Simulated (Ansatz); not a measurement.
Geometry relaxation of MoSi2 (part 1 of 3)

System: MoSi2 (P6₃/mmc, 6 atoms in the cell).
Method: DFT, PBEsol, plane waves, PAW, no spin polarisation (Ansatz 0.2.0).

The structure was built on a prototype by a generator.

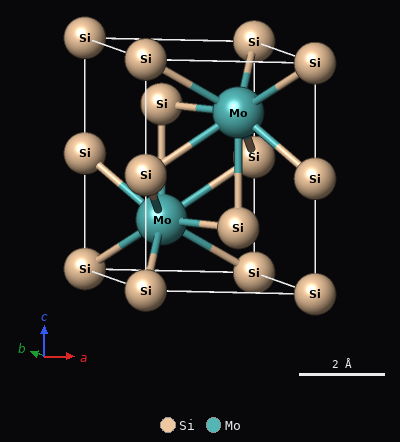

**Figure 1.** The starting structure (ball-and-stick view of the cell of the calculation, seen slightly off an axis). An atom can appear more than once, as a periodic image.

The input
```yaml
crystal:
  lattice:
    - [4.07809311, 0.0, 0.0]
    - [-2.03904655, 3.53173223, 0.0]
    - [0.0, 0.0, 5.54590639]
  atoms:
    - { symbol: Si, position: [0.66666667, 0.33333333, 0.25] }
    - { symbol: Si, position: [0.33333333, 0.66666667, 0.75] }
    - { symbol: Si, position: [0.0, 0.0, 0.0] }
    - { symbol: Si, position: [0.0, 0.0, 0.5] }
    - { symbol: Mo, position: [0.66666667, 0.33333333, 0.75] }
    - { symbol: Mo, position: [0.33333333, 0.66666667, 0.25] }
kpoints:
  mp_grid: { grid: [6, 6, 4] }
hamiltonian:
  xc: pbesol
scf:
  occupations: { method: fermi_dirac, width: 0.03 }
relax:
  f_tol: 0.01
  cell: {}
  max_steps: 120
output:
  write_density: true
  write_potential: true
  elf: true
  volumetric_format: npy
```

Machine: 2 threads of Arm Neoverse V2, 24 GiB of memory available, shared host.

Launched with:
```bash
ansatz run input.yaml --threads 2 --pin off --max-ram 2211MiB --backend cpu --events-out ev --progress --plain --runs-dir out
```

Output
```
Engine: ansatz 0.2.0, aarch64-unknown-linux-gnu
Pseudopotentials: kind: paw
Pseudopotential: Si, paw, valence charge 4, recommended cutoff 420 eV (normal), Si.paw.azcp
Pseudopotential: Mo, paw, valence charge 14, recommended cutoff 420 eV (normal), Mo.paw.azcp
Functional definition: PBEsol
  exchange = pbesol_x
  correlation = pbesol_c
Crystal: 6 atoms, lattice volume = 79.876 Å³
Basis set: ecut = 420 eV, 1567 PW (Γ), exchange–correlation on 60×60×80 points (8 copies of the dense FFT grid, shifted against one another)
Bands: 28, of which v1, the nominal top of the filled ones, is band 22 counted from 1 (21 counted from 0)
Symmetry: 24 space group operations
Space group: P63/mmc (ITA 194), of the structure as read, at distance tolerance 4.3e-5 Å
k-points: 21 of 144
Non-local potential: Si, projectors of the file, l = 0: 2, l = 1: 2, l = 2: 2
Non-local potential: Mo, projectors of the file, l = 0: 3, l = 1: 2, l = 2: 2, l = 3: 1
PAW form: soft (Blöchl's): semilocal exchange-correlation on the pseudo side does not see the compensation charge
PAW frozen core: Si, regenerated for the run's functional, and the local potential with it (the file was generated under x = pbe(κ = 0.804, μ = 0.2195149727645171), c = pbe(β = 0.06672455060314922))
PAW frozen core: Mo, regenerated for the run's functional, and the local potential with it (the file was generated under x = pbe(κ = 0.804, μ = 0.2195149727645171), c = pbe(β = 0.06672455060314922))
PAW one-centre angular grid: Si, 110 points (default); XC on 64 Gauss nodes
PAW one-centre angular grid: Mo, 590 points (default); XC on 64 Gauss nodes
Initial density: superposition of atomic densities (neutral atoms: chi_scale 0, normalization atom), corrected by the library's trained network
Initial wavefunctions: pseudopotential atomic-orbital guess
Functional: x = pbesol(κ = 0.804, μ = 0.12345679012345678), c = pbesol(β = 0.046)
SCF iter   1: F=—  HF=-12278.648004 eV  |F-HF|=—  |Δ(HF+E_count)|=         —  Δρ=8.85e-3  dr2=5.88e-2  ethr=1.77e-3  ⟨swp⟩=6.3  Hψ=2686  notcnv=0
preconditioner: auto → Kerker (q_TF=auto, 2.470 Å⁻¹)  [metal: Δε(μ)=0.044 eV  Ē_g=6.511 eV  σ=0.030 eV  W_gap=0.35  n_scr=22 (ndim 8)  ℏωp=22.0 eV  f_vac=0.000  D(μ)=4.44/eV (n_scr^D=40)]
SCF iter   2: F=—  HF=-12278.640716 eV  |F-HF|=—  |Δ(HF+E_count)|=   7.29e-3  Δρ=4.52e-3  dr2=1.33e-2  ethr=1.34e-4  ⟨swp⟩=2.0  Hψ=823  notcnv=0
SCF iter   3: F=—  HF=-12278.639412 eV  |F-HF|=—  |Δ(HF+E_count)|=   1.30e-3  Δρ=6.04e-4  dr2=1.82e-4  ethr=3.03e-5  ⟨swp⟩=2.0  Hψ=877  notcnv=0  defer=3
SCF iter   4: F=—  HF=-12278.639409 eV  |F-HF|=—  |Δ(HF+E_count)|=   3.26e-6  Δρ=1.34e-4  dr2=1.94e-5  ethr=4.14e-7  ⟨swp⟩=2.3  Hψ=959  notcnv=0  defer=3
SCF iter   5: F=—  HF=-12278.639382 eV  |F-HF|=—  |Δ(HF+E_count)|=   2.65e-5  Δρ=1.82e-5  dr2=1.63e-7  ethr=4.40e-8  ⟨swp⟩=2.1  Hψ=769  notcnv=0  defer=3
SCF iter   6: F=-12278.639382 eV  HF=-12278.639382 eV  |F-HF|=1.29e-9  |Δ(HF+E_count)|=   1.22e-9  Δρ=2.95e-6  dr2=4.18e-9  ethr=2.27e-10  ⟨swp⟩=7.0  Hψ=3261  notcnv=0
SCF 1 converged in 6 iterations: F = -12278.639382 eV  dr2 = 4.18e-9
  greatest PAW one-centre occupation: 0.999 electrons in one spin orbital (limit 2), on the Mo atom at site 5 (counted from 0), in its partial waves of l = 0
relax step   1: F+E_penalty+E_count = -12278.63938246 eV  Δ(F+E_penalty+E_count) = +0.000e0 eV  max|allowed force component| = 3.238e-17 eV/Å  Δτ_max = 0.0000 Å  P = +14.228 GPa  Ω = 79.876 Å³  (6 SCF iters, dr2 threshold 1.00e-7 eV, accepted)
Crystal: 6 atoms, lattice volume = 83.588 Å³
Basis set: ecut = 420 eV, 1631 PW (Γ), exchange–correlation on 60×60×80 points (8 copies of the dense FFT grid, shifted against one another)
Initial density: handed on by an earlier stage of this run
Initial wavefunctions: those handed on with the density
iter 1 solved again at ethr=2.80e-4 eV; its pass at ethr=3.10e-3 eV (dr2=1.23e-1 eV) is discarded
SCF iter   1: F=—  HF=-12279.398755 eV  |F-HF|=—  |Δ(HF+E_count)|=         —  Δρ=1.20e-2  dr2=1.22e-1  ethr=2.80e-4  ⟨swp⟩=1.0  Hψ=3561  notcnv=0
preconditioner: auto → Resta (q_TF=auto, 2.452 Å⁻¹)  ε∞=12.9  [insulator: Δε(μ)=0.073 eV  Ē_g=6.236 eV  σ=0.030 eV  W_gap=0.53  n_scr=22 (ndim 8)  ℏωp=21.5 eV  f_vac=0.000  D(μ)=4.92/eV (n_scr^D=52)  ε∞_Penn≈12.9]
SCF iter   2: F=—  HF=-12279.371803 eV  |F-HF|=—  |Δ(HF+E_count)|=   2.70e-2  Δρ=6.78e-3  dr2=3.94e-2  ethr=2.78e-4  ⟨swp⟩=1.0  Hψ=588  notcnv=0
preconditioner: auto → Kerker (q_TF=auto, 2.452 Å⁻¹)  [metal: Δε(μ)=0.066 eV  Ē_g=6.235 eV  σ=0.030 eV  W_gap=0.49  n_scr=22 (ndim 8)  ℏωp=21.5 eV  f_vac=0.000  D(μ)=5.23/eV (n_scr^D=52)]
SCF iter   3: F=—  HF=-12279.358546 eV  |F-HF|=—  |Δ(HF+E_count)|=   1.33e-2  Δρ=4.81e-4  dr2=1.09e-4  ethr=8.94e-5  ⟨swp⟩=2.1  Hψ=977  notcnv=0
SCF iter   4: F=—  HF=-12279.358544 eV  |F-HF|=—  |Δ(HF+E_count)|=   1.82e-6  Δρ=1.04e-4  dr2=6.47e-6  ethr=2.47e-7  ⟨swp⟩=2.8  Hψ=1054  notcnv=0
iter 5 did not close the SCF: its close was put off for the readings that it lacked (scf_convergence_deferred on its scf_iter line)
SCF iter   5: F=-12279.358543 eV  HF=-12279.358543 eV  |F-HF|=4.14e-8  |Δ(HF+E_count)|=   8.10e-7  Δρ=1.39e-5  dr2=1.17e-7  ethr=1.47e-8  ⟨swp⟩=2.0  Hψ=836  notcnv=0
SCF iter   6: F=-12279.358543 eV  HF=-12279.358543 eV  |F-HF|=1.31e-9  |Δ(HF+E_count)|=   2.31e-8  Δρ=2.22e-6  dr2=3.35e-9  ethr=2.66e-10  ⟨swp⟩=5.0  Hψ=3377  notcnv=0
SCF 2 converged in 6 iterations: F = -12279.358543 eV  dr2 = 3.35e-9
relax step   2: F+E_penalty+E_count = -12279.35854318 eV  Δ(F+E_penalty+E_count) = -7.192e-1 eV  max|allowed force component| = 2.251e-16 eV/Å  Δτ_max = 0.0000 Å  P = +0.306 GPa  Ω = 83.588 Å³  energy of the carried Pulay correction = -8.878e-4 eV  (6 SCF iters, dr2 threshold 6.00e-7 eV, accepted)
Crystal: 6 atoms, lattice volume = 82.711 Å³
Basis set: ecut = 420 eV, 1619 PW (Γ), exchange–correlation on 60×60×80 points (8 copies of the dense FFT grid, shifted against one another)
iter 1 solved again at ethr=3.03e-4 eV; its pass at ethr=3.10e-3 eV (dr2=1.33e-1 eV) is discarded
SCF iter   1: F=—  HF=-12279.722394 eV  |F-HF|=—  |Δ(HF+E_count)|=         —  Δρ=1.18e-2  dr2=1.31e-1  ethr=3.03e-4  ⟨swp⟩=1.0  Hψ=3583  notcnv=0
preconditioner: auto → Kerker (q_TF=auto, 2.456 Å⁻¹)  [metal: Δε(μ)=0.036 eV  Ē_g=6.345 eV  σ=0.030 eV  W_gap=0.29  n_scr=20 (ndim 8)  ℏωp=21.6 eV  f_vac=0.000  D(μ)=5.06/eV (n_scr^D=52)]
SCF iter   2: F=—  HF=-12279.698939 eV  |F-HF|=—  |Δ(HF+E_count)|=   2.35e-2  Δρ=6.59e-3  dr2=3.70e-2  ethr=2.98e-4  ⟨swp⟩=1.1  Hψ=591  notcnv=0
SCF iter   3: F=—  HF=-12279.688381 eV  |F-HF|=—  |Δ(HF+E_count)|=   1.06e-2  Δρ=6.58e-4  dr2=2.87e-4  ethr=8.40e-5  ⟨swp⟩=2.3  Hψ=930  notcnv=0
SCF iter   4: F=—  HF=-12279.688358 eV  |F-HF|=—  |Δ(HF+E_count)|=   2.28e-5  Δρ=9.81e-5  dr2=4.31e-6  ethr=6.52e-7  ⟨swp⟩=2.2  Hψ=828  notcnv=0
iter 5 did not close the SCF: its close was put off for the readings that it lacked (scf_convergence_deferred on its scf_iter line)
SCF iter   5: F=-12279.688358 eV  HF=-12279.688358 eV  |F-HF|=7.51e-9  |Δ(HF+E_count)|=   3.73e-8  Δρ=9.74e-6  dr2=4.37e-8  ethr=9.79e-9  ⟨swp⟩=2.4  Hψ=943  notcnv=0
SCF iter   6: F=-12279.688358 eV  HF=-12279.688358 eV  |F-HF|=2.47e-10  |Δ(HF+E_count)|=   4.11e-9  Δρ=1.38e-6  dr2=8.66e-10  ethr=9.92e-11  ⟨swp⟩=5.0  Hψ=3246  notcnv=0
SCF 3 converged in 6 iterations: F = -12279.688358 eV  dr2 = 8.66e-10
relax step   3: F+E_penalty+E_count = -12279.68835824 eV  Δ(F+E_penalty+E_count) = -3.298e-1 eV  max|allowed force component| = 1.480e-16 eV/Å  Δτ_max = 0.0000 Å  P = +1.360 GPa  Ω = 82.711 Å³  energy of the carried Pulay correction = -6.938e-4 eV  (6 SCF iters, dr2 threshold 6.00e-7 eV, accepted)
Crystal: 6 atoms, lattice volume = 82.276 Å³
Basis set: ecut = 420 eV, 1595 PW (Γ), exchange–correlation on 60×60×80 points (8 copies of the dense FFT grid, shifted against one another)
iter 1 solved again at ethr=2.21e-4 eV; its pass at ethr=3.10e-3 eV (dr2=9.72e-2 eV) is discarded
SCF iter   1: F=—  HF=-12279.714005 eV  |F-HF|=—  |Δ(HF+E_count)|=         —  Δρ=1.10e-2  dr2=9.80e-2  ethr=2.21e-4  ⟨swp⟩=1.0  Hψ=3599  notcnv=0
preconditioner: auto → Kerker (q_TF=auto, 2.458 Å⁻¹)  [metal: Δε(μ)=0.014 eV  Ē_g=6.463 eV  σ=0.030 eV  W_gap=0.12  n_scr=20 (ndim 8)  ℏωp=21.7 eV  f_vac=0.000  D(μ)=5.86/eV (n_scr^D=70)]
SCF iter   2: F=—  HF=-12279.690449 eV  |F-HF|=—  |Δ(HF+E_count)|=   2.36e-2  Δρ=6.46e-3  dr2=3.37e-2  ethr=2.21e-4  ⟨swp⟩=1.0  Hψ=588  notcnv=0
SCF iter   3: F=—  HF=-12279.678017 eV  |F-HF|=—  |Δ(HF+E_count)|=   1.24e-2  Δρ=4.67e-4  dr2=9.97e-5  ethr=7.65e-5  ⟨swp⟩=2.0  Hψ=983  notcnv=0
SCF iter   4: F=—  HF=-12279.678042 eV  |F-HF|=—  |Δ(HF+E_count)|=   2.52e-5  Δρ=8.75e-5  dr2=3.36e-6  ethr=2.27e-7  ⟨swp⟩=2.3  Hψ=1002  notcnv=0
iter 5 did not close the SCF: its close was put off for the readings that it lacked (scf_convergence_deferred on its scf_iter line)
SCF iter   5: F=-12279.678042 eV  HF=-12279.678042 eV  |F-HF|=2.47e-8  |Δ(HF+E_count)|=   1.17e-7  Δρ=1.20e-5  dr2=7.88e-8  ethr=7.63e-9  ⟨swp⟩=2.2  Hψ=842  notcnv=0
SCF iter   6: F=-12279.678042 eV  HF=-12279.678042 eV  |F-HF|=2.27e-9  |Δ(HF+E_count)|=   1.06e-8  Δρ=2.43e-6  dr2=4.33e-9  ethr=1.79e-10  ⟨swp⟩=5.0  Hψ=3333  notcnv=0
SCF 4 converged in 6 iterations: F = -12279.678042 eV  dr2 = 4.33e-9
relax step   4: F+E_penalty+E_count = -12279.67804193 eV  Δ(F+E_penalty+E_count) = +1.032e-2 eV  max|allowed force component| = 1.804e-16 eV/Å  Δτ_max = 0.0000 Å  P = +4.179 GPa  Ω = 82.276 Å³  energy of the carried Pulay correction = -6.021e-4 eV  (6 SCF iters, dr2 threshold 6.00e-7 eV, rejected (line search))
Crystal: 6 atoms, lattice volume = 83.442 Å³
iter 1 solved again at ethr=4.35e-5 eV; its pass at ethr=3.10e-3 eV (dr2=1.92e-2 eV) is discarded
SCF iter   1: F=—  HF=-12279.770910 eV  |F-HF|=—  |Δ(HF+E_count)|=         —  Δρ=4.95e-3  dr2=2.01e-2  ethr=4.35e-5  ⟨swp⟩=1.5  Hψ=3165  notcnv=0
preconditioner: auto → Kerker (q_TF=auto, 2.452 Å⁻¹)  [metal: Δε(μ)=0.013 eV  Ē_g=6.325 eV  σ=0.030 eV  W_gap=0.11  n_scr=20 (ndim 8)  ℏωp=21.5 eV  f_vac=0.000  D(μ)=5.31/eV (n_scr^D=58)]
SCF iter   2: F=—  HF=-12279.766033 eV  |F-HF|=—  |Δ(HF+E_count)|=   4.88e-3  Δρ=2.92e-3  dr2=7.03e-3  ethr=4.35e-5  ⟨swp⟩=1.0  Hψ=588  notcnv=0
SCF iter   3: F=—  HF=-12279.763459 eV  |F-HF|=—  |Δ(HF+E_count)|=   2.57e-3  Δρ=2.53e-4  dr2=2.64e-5  ethr=1.60e-5  ⟨swp⟩=2.2  Hψ=862  notcnv=0
SCF iter   4: F=—  HF=-12279.763487 eV  |F-HF|=—  |Δ(HF+E_count)|=   2.75e-5  Δρ=4.23e-5  dr2=1.22e-6  ethr=5.99e-8  ⟨swp⟩=2.0  Hψ=1030  notcnv=0
SCF iter   5: F=—  HF=-12279.763487 eV  |F-HF|=—  |Δ(HF+E_count)|=   5.31e-7  Δρ=7.32e-6  dr2=2.94e-8  ethr=2.76e-9  ⟨swp⟩=2.4  Hψ=979  notcnv=0
SCF iter   6: F=—  HF=-12279.763487 eV  |F-HF|=—  |Δ(HF+E_count)|=   5.38e-9  Δρ=1.02e-6  dr2=5.95e-10  ethr=6.69e-11  ⟨swp⟩=2.6  Hψ=1025  notcnv=0
SCF iter   7: F=-12279.763487 eV  HF=-12279.763487 eV  |F-HF|=1.27e-11  |Δ(HF+E_count)|=  1.35e-10  Δρ=1.53e-7  dr2=2.15e-11  ethr=1.00e-12  ⟨swp⟩=5.3  Hψ=2521  notcnv=0
SCF 5 converged in 7 iterations: F = -12279.763487 eV  dr2 = 2.15e-11
relax step   5: F+E_penalty+E_count = -12279.76348705 eV  Δ(F+E_penalty+E_count) = -7.513e-2 eV  max|allowed force component| = 2.159e-16 eV/Å  Δτ_max = 0.0000 Å  P = +0.448 GPa  Ω = 83.442 Å³  energy of the carried Pulay correction = -8.694e-4 eV  (7 SCF iters, accepted)
Crystal: 6 atoms, lattice volume = 83.650 Å³
iter 1 solved again at ethr=5.69e-8 eV; its pass at ethr=3.10e-3 eV (dr2=2.50e-5 eV) is discarded
SCF iter   1: F=—  HF=-12279.763761 eV  |F-HF|=—  |Δ(HF+E_count)|=         —  Δρ=1.79e-4  dr2=3.00e-5  ethr=5.69e-8  ⟨swp⟩=2.3  Hψ=2956  notcnv=0
preconditioner: auto → Kerker (q_TF=auto, 2.451 Å⁻¹)  [metal: Δε(μ)=0.020 eV  Ē_g=6.309 eV  σ=0.030 eV  W_gap=0.17  n_scr=20 (ndim 8)  ℏωp=21.5 eV  f_vac=0.000  D(μ)=5.63/eV (n_scr^D=58)]
SCF iter   2: F=—  HF=-12279.763778 eV  |F-HF|=—  |Δ(HF+E_count)|=   1.77e-5  Δρ=9.99e-5  dr2=8.52e-6  ethr=5.69e-8  ⟨swp⟩=1.0  Hψ=588  notcnv=0
iter 3 did not close the SCF: its close was put off for the readings that it lacked (scf_convergence_deferred on its scf_iter line)
SCF iter   3: F=-12279.763776 eV  HF=-12279.763776 eV  |F-HF|=1.39e-7  |Δ(HF+E_count)|=   2.68e-6  Δρ=1.43e-5  dr2=2.06e-7  ethr=1.94e-8  ⟨swp⟩=2.3  Hψ=860  notcnv=0
iter 4 did not close the SCF: its close was put off for the readings that it lacked (scf_convergence_deferred on its scf_iter line)
SCF iter   4: F=-12279.763776 eV  HF=-12279.763776 eV  |F-HF|=3.02e-9  |Δ(HF+E_count)|=   5.67e-8  Δρ=3.08e-6  dr2=6.22e-9  ethr=4.68e-10  ⟨swp⟩=2.6  Hψ=890  notcnv=0
iter 5 did not close the SCF: its close was put off for the readings that it lacked (scf_convergence_deferred on its scf_iter line)
SCF iter   5: F=-12279.763776 eV  HF=-12279.763776 eV  |F-HF|=4.73e-11  |Δ(HF+E_count)|=   2.09e-9  Δρ=4.54e-7  dr2=1.27e-10  ethr=1.41e-11  ⟨swp⟩=2.0  Hψ=861  notcnv=0
SCF iter   6: F=-12279.763776 eV  HF=-12279.763776 eV  |F-HF|=0.00e0  |Δ(HF+E_count)|=  3.27e-11  Δρ=7.03e-8  dr2=2.93e-12  ethr=1.00e-12  ⟨swp⟩=4.1  Hψ=2502  notcnv=0
SCF 6 converged in 6 iterations: F = -12279.763776 eV  dr2 = 2.93e-12
relax step   6: F+E_penalty+E_count = -12279.76377563 eV  Δ(F+E_penalty+E_count) = -2.886e-4 eV  max|allowed force component| = 9.252e-17 eV/Å  Δτ_max = 0.0000 Å  P = +0.031 GPa  Ω = 83.650 Å³  energy of the carried Pulay correction = -9.176e-4 eV  (6 SCF iters, dr2 threshold 6.00e-7 eV, accepted)
Basis set: ecut = 420 eV, 1631 PW (Γ), exchange–correlation on 60×60×72 points (8 copies of the dense FFT grid, shifted against one another)
Initial wavefunctions: pseudopotential atomic-orbital guess (no wavefunctions were taken with the density)
iter 1 solved again at ethr=3.63e-7 eV; its pass at ethr=3.10e-3 eV (dr2=1.60e-4 eV) is discarded
SCF iter   1: F=—  HF=-12279.769622 eV  |F-HF|=—  |Δ(HF+E_count)|=         —  Δρ=2.61e-4  dr2=4.04e-6  ethr=3.63e-7  ⟨swp⟩=3.0  Hψ=4181  notcnv=0
preconditioner: auto → Kerker (q_TF=auto, 2.451 Å⁻¹)  [metal: Δε(μ)=0.020 eV  Ē_g=6.309 eV  σ=0.030 eV  W_gap=0.16  n_scr=20 (ndim 8)  ℏωp=21.5 eV  f_vac=0.000  D(μ)=5.62/eV (n_scr^D=58)]
SCF iter   2: F=—  HF=-12279.769595 eV  |F-HF|=—  |Δ(HF+E_count)|=   2.68e-5  Δρ=1.35e-4  dr2=1.14e-6  ethr=9.19e-9  ⟨swp⟩=1.1  Hψ=590  notcnv=0
SCF iter   3: F=—  HF=-12279.769597 eV  |F-HF|=—  |Δ(HF+E_count)|=   2.45e-6  Δρ=3.07e-6  dr2=2.63e-9  ethr=2.58e-9  ⟨swp⟩=2.1  Hψ=1056  notcnv=0
SCF iter   4: F=—  HF=-12279.769597 eV  |F-HF|=—  |Δ(HF+E_count)|=  8.33e-10  Δρ=9.48e-7  dr2=3.45e-10  ethr=5.98e-12  ⟨swp⟩=2.1  Hψ=925  notcnv=0
iter 5 did not close the SCF: its close was put off for the readings that it lacked (scf_convergence_deferred on its scf_iter line)
SCF iter   5: F=-12279.769597 eV  HF=-12279.769597 eV  |F-HF|=5.46e-12  |Δ(HF+E_count)|=  3.64e-11  Δρ=8.90e-8  dr2=5.82e-12  ethr=1.00e-12  ⟨swp⟩=2.0  Hψ=872  notcnv=0
SCF iter   6: F=-12279.769597 eV  HF=-12279.769597 eV  |F-HF|=3.64e-12  |Δ(HF+E_count)|=    0.00e0  Δρ=1.33e-8  dr2=8.90e-14  ethr=1.00e-12  ⟨swp⟩=3.5  Hψ=2174  notcnv=0
SCF 7 converged in 6 iterations: F = -12279.769597 eV  dr2 = 8.90e-14
relax step   7: F+E_penalty+E_count = -12279.76959718 eV  Δ(F+E_penalty+E_count) = -5.822e-3 eV  max|allowed force component| = 1.203e-16 eV/Å  Δτ_max = 0.0000 Å  P = +0.133 GPa  Ω = 83.650 Å³  stress off target by 1.84e-1 GPa  SCF on the basis re-selected at this cell (its energy is not comparable with the rows above)  (6 SCF iters)
basis re-selected at this cell: Δ(F+E_penalty+E_count) = -5.822e-3 eV, ΔP = +0.102 GPa vs the last step (what re-selecting the basis moved, of the pressure what is left beyond the Pulay correction that the steps carried, after the strain that the cell walked since its last selection, with what the two solves' SCF thresholds leave and, on support functions, any second-order correction that the steps lacked; it is no measure of the basis error at this ecutwfc). The dense FFT grid was sized anew with the basis: this SCF ran on 30×30×36 points, the steps before it on 30×30×40, so part of this shift can come from that change (see relax.cell in the input reference). This SCF's stress stands 1.84e-1 GPa from its target on what of the cell is left free (relax.cell.stress_tol is 5.00e-2 GPa) and its largest allowed force component is 1.20e-16 eV/Å (relax.f_tol is 1.00e-2 eV/Å): not within both, so this SCF does not close the relaxation
Crystal: 6 atoms, lattice volume = 83.721 Å³
iter 1 solved again at ethr=1.33e-8 eV; its pass at ethr=3.10e-3 eV (dr2=5.86e-6 eV) is discarded
SCF iter   1: F=—  HF=-12279.769666 eV  |F-HF|=—  |Δ(HF+E_count)|=         —  Δρ=9.76e-5  dr2=8.46e-6  ethr=1.33e-8  ⟨swp⟩=2.7  Hψ=3034  notcnv=0
preconditioner: auto → Kerker (q_TF=auto, 2.451 Å⁻¹)  [metal: Δε(μ)=0.021 eV  Ē_g=6.305 eV  σ=0.030 eV  W_gap=0.17  n_scr=20 (ndim 8)  ℏωp=21.5 eV  f_vac=0.000  D(μ)=5.60/eV (n_scr^D=58)]
SCF iter   2: F=—  HF=-12279.769631 eV  |F-HF|=—  |Δ(HF+E_count)|=   3.52e-5  Δρ=5.51e-5  dr2=2.62e-6  ethr=1.33e-8  ⟨swp⟩=1.0  Hψ=588  notcnv=0
iter 3 did not close the SCF: its close was put off for the readings that it lacked (scf_convergence_deferred on its scf_iter line)
SCF iter   3: F=-12279.769630 eV  HF=-12279.769630 eV  |F-HF|=2.14e-8  |Δ(HF+E_count)|=   9.38e-7  Δρ=6.31e-6  dr2=3.58e-8  ethr=5.96e-9  ⟨swp⟩=2.5  Hψ=872  notcnv=0
iter 4 did not close the SCF: its close was put off for the readings that it lacked (scf_convergence_deferred on its scf_iter line)
SCF iter   4: F=-12279.769630 eV  HF=-12279.769630 eV  |F-HF|=3.26e-10  |Δ(HF+E_count)|=   9.84e-9  Δρ=1.47e-6  dr2=1.16e-9  ethr=8.13e-11  ⟨swp⟩=2.2  Hψ=899  notcnv=0
iter 5 did not close the SCF: its close was put off for the readings that it lacked (scf_convergence_deferred on its scf_iter line)
SCF iter   5: F=-12279.769630 eV  HF=-12279.769630 eV  |F-HF|=1.09e-11  |Δ(HF+E_count)|=  1.73e-10  Δρ=2.41e-7  dr2=3.39e-11  ethr=2.65e-12  ⟨swp⟩=2.4  Hψ=844  notcnv=0
SCF iter   6: F=-12279.769630 eV  HF=-12279.769630 eV  |F-HF|=3.64e-12  |Δ(HF+E_count)|=  7.28e-12  Δρ=3.48e-8  dr2=7.72e-13  ethr=1.00e-12  ⟨swp⟩=4.0  Hψ=2476  notcnv=0
SCF 8 converged in 6 iterations: F = -12279.769630 eV  dr2 = 7.72e-13
relax step   8: F+E_penalty+E_count = -12279.76962961 eV  Δ(F+E_penalty+E_count) = -3.243e-5 eV  max|allowed force component| = 7.556e-17 eV/Å  Δτ_max = 0.0000 Å  P = +0.001 GPa  Ω = 83.721 Å³  energy of the carried Pulay correction = -1.487e-5 eV  (6 SCF iters, accepted)
iter 1 solved again at ethr=3.97e-7 eV; its pass at ethr=3.10e-3 eV (dr2=1.75e-4 eV) is discarded
```
